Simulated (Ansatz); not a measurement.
**Two runs on InSb**

System: InSb (F-43m, 2 atoms in the cell).
Method of run 1: DFT PBE, scalar-relativistic, plane waves, PAW, no spin polarisation (Ansatz 0.2.0).

The structure derives from an entry of the Crystallography Open Database. Text and figures count atoms from 1; the logs count them from 0 in places.

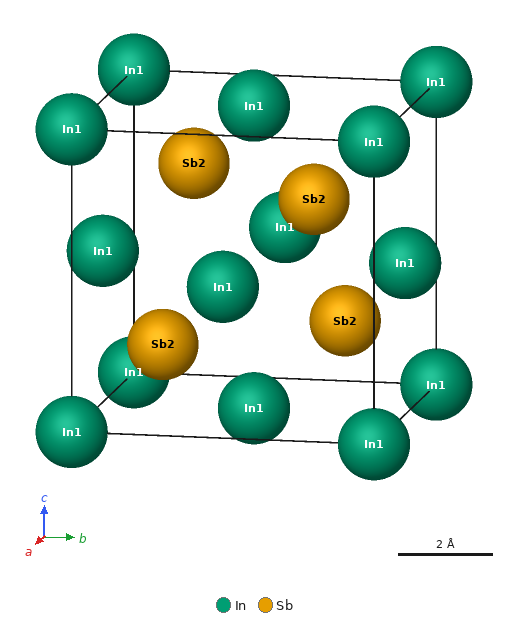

Figure 1. The structure (spheres-only view of the cell 4 times as large as that of the calculation, set on its symmetry axes, seen slightly off an axis; atoms are numbered from 1 in the order of the input).

## Input, run 1
```yaml
crystal:
  lattice:
    - [0.0, 3.3174249888, 3.3174249888]
    - [3.3174249888, 0.0, 3.3174249888]
    - [3.3174249888, 3.3174249888, 0.0]
  atoms:
    - { symbol: In, position: [0.0, 0.0, 0.0] }
    - { symbol: Sb, position: [0.25, 0.25, 0.25] }
basis:
  ecutwfc: 420
kpoints:
  mp_grid: { grid: [12, 12, 12] }
  band_path:
    path:
      - [0.0, 0.0, 0.0]
      - [-0.5, -0.5, 0.0]
      - [-0.375, -0.375, 0.25]
      - [-0.375, 0.0, 0.375]
      - [0.0, 0.0, 0.5]
      - [-0.5, -0.25, 0.25]
    npoints: 1
hamiltonian:
  xc: pbe
scf:
  occupations: { method: gaussian, width: 0.1 }
  n_extra_bands: 4
output:
  forces: true
  stress: true
  eigenvalues: true
  write_density: true
  write_potential: true
  elf: true
  volumetric_format: npy
```

Command:
```bash
ansatz run input.yaml --threads 1 --pin off --max-ram 2560MiB --backend cpu --events-out ev --progress --plain --runs-dir out
```

Hardware: 1 thread of Intel Xeon @ 2.70GHz, 189 GiB of memory available, shared host.

## Output, shortened to warnings, some set-up lines, iterations and results (run 1)
```
Basis set: ecut = 420 eV, 1411 PW (Γ), exchange–correlation on 64×64×64 points (8 copies of the dense FFT grid, shifted against one another)
Symmetry: 24 space group operations
k-points: 72 of 1728 (time reversal used)
Initial density: superposition of atomic densities (neutral atoms: chi_scale 0, normalization atom), corrected by the library's trained network
[...]
SCF iter   1: F=—  HF=-12082.590452 eV  |F-HF|=—  |Δ(HF+E_count)|=         —  Δρ=1.66e-3  dr2=4.99e-3  ethr=1.77e-3  ⟨swp⟩=6.1  Hψ=6661  notcnv=0
SCF iter   2: F=—  HF=-12082.587833 eV  |F-HF|=—  |Δ(HF+E_count)|=   2.62e-3  Δρ=7.80e-4  dr2=5.51e-4  ethr=1.78e-5  ⟨swp⟩=2.0  Hψ=2539  notcnv=0
SCF iter   3: F=—  HF=-12082.587896 eV  |F-HF|=—  |Δ(HF+E_count)|=   6.34e-5  Δρ=2.36e-4  dr2=6.21e-5  ethr=1.97e-6  ⟨swp⟩=2.0  Hψ=1939  notcnv=0
SCF iter   4: F=—  HF=-12082.587989 eV  |F-HF|=—  |Δ(HF+E_count)|=   9.32e-5  Δρ=8.51e-5  dr2=5.04e-6  ethr=2.22e-7  ⟨swp⟩=2.0  Hψ=1585  notcnv=0
SCF iter   5: F=—  HF=-12082.588006 eV  |F-HF|=—  |Δ(HF+E_count)|=   1.62e-5  Δρ=3.53e-5  dr2=5.97e-7  ethr=1.80e-8  ⟨swp⟩=2.4  Hψ=2272  notcnv=0
SCF iter   6: F=—  HF=-12082.588005 eV  |F-HF|=—  |Δ(HF+E_count)|=   2.59e-7  Δρ=1.58e-5  dr2=1.16e-7  ethr=3.57e-10  ⟨swp⟩=10.8  Hψ=9938  notcnv=0
SCF iter   7: F=-12082.588005 eV  HF=-12082.588005 eV  |F-HF|=1.55e-9  |Δ(HF+E_count)|=   7.75e-9  Δρ=2.23e-6  dr2=2.37e-9  ethr=3.57e-10  ⟨swp⟩=9.7  Hψ=9140  notcnv=0
SCF 1 converged in 7 iterations: F = -12082.588005 eV  dr2 = 2.37e-9
NSCF: frozen V_eff on 6 k-points
SCF converged after 7 iterations
Free energy (F): -12082.588005 eV
Harris-Foulkes:  -12082.588005 eV  (|F-HF|=1.55e-9)
Internal energy: -12082.587851 eV  (E = F + TS)
E sigma→0 (E₀):  -12082.587928 eV
Entropy (-TS):   -0.000154 eV (-0.077 meV/atom)
Fermi energy:    6.568775 eV
--- Per-component energies (eV) ---
  E_band       = -281.176328
  E_kinetic    = 449.098700
  E_local      = -3289.303964  (includes V_loc(G=0)·N_el)
  E_nonlocal   = 729.682248
  E_hartree    = 1411.699574
  E_xc         = -353.021530
  E_vxc        = -194.581151  (∫ρ·V_xc dr)
  E_paw        = -8731.098248  (= ΣΔE_a)
  E_vpaw       = -799.469325  (= ΣTr[D̂ρ^β])
  E_aug_tail   = 0.000024  (compensation charges beyond the density's cutoff)
  E_ewald      = -2299.644655
  E_smearing   = -0.000154  (= −TS)
  E_closure    = -0.000000  (closes the sum)
  Σ components = -12082.588005   (vs F -12082.588005, Δ=0.00e0)
--- Forces (eV/Å), atoms counted from 1 ---
  atom   1  In     0.00000000    -0.00000000     0.00000000
  atom   2  Sb    -0.00000000     0.00000000     0.00000000
  max |Σ_I F_I| component: 6.48e-17 eV/Å
--- Stress (GPa, compression-positive) ---
        0.002915       0.000000       0.000000
        0.000000       0.002915       0.000000
       -0.000000       0.000000       0.002915
  P = ⅓ Tr σ = 0.0029 GPa (0.029 kbar)
```

For run 2 the input was changed thus:
```diff
-  ecutwfc: 420
+  ecutwfc: 500
-  xc: pbe
+  xc: r2scan
```

Predict how the results change.

The total energies belong to different methods, so their difference says nothing on which is more stable or more accurate. The pressure goes from 0.00 to −1.43 GPa. The functional changes from PBE to r2SCAN. The SCF takes 6 iterations against 7. The plane waves at Γ go from 1411 to 1837. On the same kind of shared host run 2 took about 1.7 times as long.

## Output, shortened to warnings, some set-up lines, iterations and results (run 2)
```
Basis set: ecut = 500 eV, 1837 PW (Γ), exchange–correlation on 144×144×144 points (64 copies of the dense FFT grid, shifted against one another)
Symmetry: 24 space group operations
k-points: 72 of 1728 (time reversal used)
Initial density: superposition of atomic densities (neutral atoms: chi_scale 0, normalization atom), corrected by the library's trained network
[...]
SCF iter   1: F=—  HF=-12111.425398 eV  |F-HF|=—  |Δ(HF+E_count)|=         —  Δρ=5.89e-3  dr2=1.49e-2  dr2_τ=5.38e-3  ethr=1.77e-3  ⟨swp⟩=5.8  Hψ=7021  notcnv=0
SCF iter   2: F=—  HF=-12111.429787 eV  |F-HF|=—  |Δ(HF+E_count)|=   4.39e-3  Δρ=1.84e-3  dr2=1.71e-3  dr2_τ=6.57e-5  ethr=5.31e-5  ⟨swp⟩=2.0  Hψ=2801  notcnv=0
SCF iter   3: F=—  HF=-12111.430164 eV  |F-HF|=—  |Δ(HF+E_count)|=   3.78e-4  Δρ=8.20e-4  dr2=2.62e-4  dr2_τ=6.71e-6  ethr=6.12e-6  ⟨swp⟩=2.5  Hψ=1789  notcnv=0
SCF iter   4: F=—  HF=-12111.430212 eV  |F-HF|=—  |Δ(HF+E_count)|=   4.77e-5  Δρ=1.15e-4  dr2=6.16e-6  dr2_τ=1.33e-7  ethr=9.35e-7  ⟨swp⟩=2.1  Hψ=1889  notcnv=0
SCF iter   5: F=—  HF=-12111.430217 eV  |F-HF|=—  |Δ(HF+E_count)|=   4.96e-6  Δρ=2.10e-5  dr2=2.53e-7  dr2_τ=8.57e-9  ethr=2.20e-8  ⟨swp⟩=2.3  Hψ=2204  notcnv=0
SCF iter   6: F=-12111.430217 eV  HF=-12111.430217 eV  |F-HF|=4.99e-9  |Δ(HF+E_count)|=   6.77e-8  Δρ=4.43e-6  dr2=7.83e-9  dr2_τ=4.44e-10  ethr=3.57e-10  ⟨swp⟩=11.0  Hψ=9940 …
SCF 1 converged in 6 iterations: F = -12111.430217 eV  dr2 = 7.83e-9
NSCF: frozen V_eff on 6 k-points
SCF converged after 6 iterations
Free energy (F): -12111.430217 eV
Harris-Foulkes:  -12111.430217 eV  (|F-HF|=4.99e-9)
Internal energy: -12111.430065 eV  (E = F + TS)
E sigma→0 (E₀):  -12111.430141 eV
Entropy (-TS):   -0.000152 eV (-0.076 meV/atom)
Fermi energy:    6.369719 eV
--- Per-component energies (eV) ---
  E_band       = -299.957638
  E_kinetic    = 447.940159
  E_local      = -3291.826760  (includes V_loc(G=0)·N_el)
  E_nonlocal   = 731.246582
  E_hartree    = 1414.071538
  E_xc         = -327.154677
  E_vxc        = -207.991480  (∫ρ·V_xc dr)
  E_paw        = -8787.533842  (= ΣΔE_a)
  E_vpaw       = -821.826352  (= ΣTr[D̂ρ^β])
  E_aug_tail   = 0.000007  (compensation charges beyond the density's cutoff)
  E_vtau       = 14.354199  (kinetic-family band-sum trace: ∫τ·v_τ [+ j·A + Jᵃ·Aᵃ] dr)
  E_ewald      = -2299.644655
  E_core_change = 1.471583  (= ΣΔE_core)
  E_smearing   = -0.000152  (= −TS)
  E_closure    = 0.000000  (closes the sum)
  Σ components = -12111.430217   (vs F -12111.430217, Δ=0.00e0)
--- Forces (eV/Å), atoms counted from 1 ---
  atom   1  In     0.00000000    -0.00000000    -0.00000000
  atom   2  Sb    -0.00000000     0.00000000     0.00000000
  max |Σ_I F_I| component: 7.40e-17 eV/Å
--- Stress (GPa, compression-positive) ---
       -1.429073      -0.000000      -0.000000
       -0.000000      -1.429073       0.000000
        0.000000       0.000000      -1.429073
  P = ⅓ Tr σ = -1.4291 GPa (-14.291 kbar)
```

## The two runs side by side

| quantity | run 1 | run 2 |
| --- | --- | --- |
| outcome | converged | converged |
| free energy per atom (eV) | −6041.2940 | −6055.7151 |
| gap on the mesh (eV) | 0.00 | 0.00 |
| pressure (GPa) | 0.00 | −1.43 |
| largest force (eV/Å) | 0.000 | 0.000 |
| SCF iterations | 7 | 6 |
| irreducible k-points | 72 | 72 |
| plane waves at Γ | 1411 | 1837 |
| wall time (shared host) | 13 s | 22 s |
